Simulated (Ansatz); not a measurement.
Consider this structure.

```
Hf S
1.0
     3.31287    0.00000    0.00000
    -1.65643    2.86903    0.00000
     0.00000    0.00000   11.60615
Hf S
4 2
Direct
  0.66667 0.33333 0.89883
  0.33333 0.66667 0.39883
  0.66667 0.33333 0.60117
  0.33333 0.66667 0.10117
  0.00000 0.00000 0.75000
  0.00000 0.00000 0.25000
```

**Before looking at a picture, describe the arrangement of atoms.**

Its composition is Hf2S. The atoms follow space group P6_3/mmc (No. 194); the Bravais lattice is primitive hexagonal. With Z = 2, the cell contains 4 Hf, 2 S. Hf is coordinated by three Hf and three S (3.03 Å to Hf, 2.58 Å to S). About every S there are six Hf in a trigonal prismatic arrangement at 2.58 Å. Not all metal-metal contacts are counted. The bonds build a three-dimensional framework.

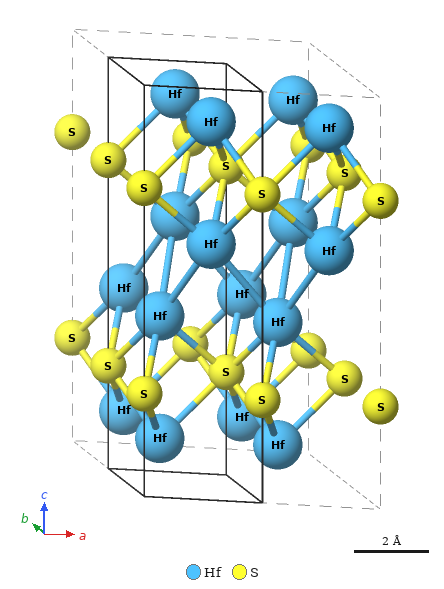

We look at a ball-and-stick model of the crystal slightly off an axis. One conventional unit cell is drawn solid; the view covers 2×2×1 cells. Colours: hafnium blue, sulfur yellow.

The initial geometry was a structure listed in the Materials Project. What is shown is the relaxed result from DFT LDA, scalar-relativistic, plane waves, PAW in Ansatz 0.2.0.
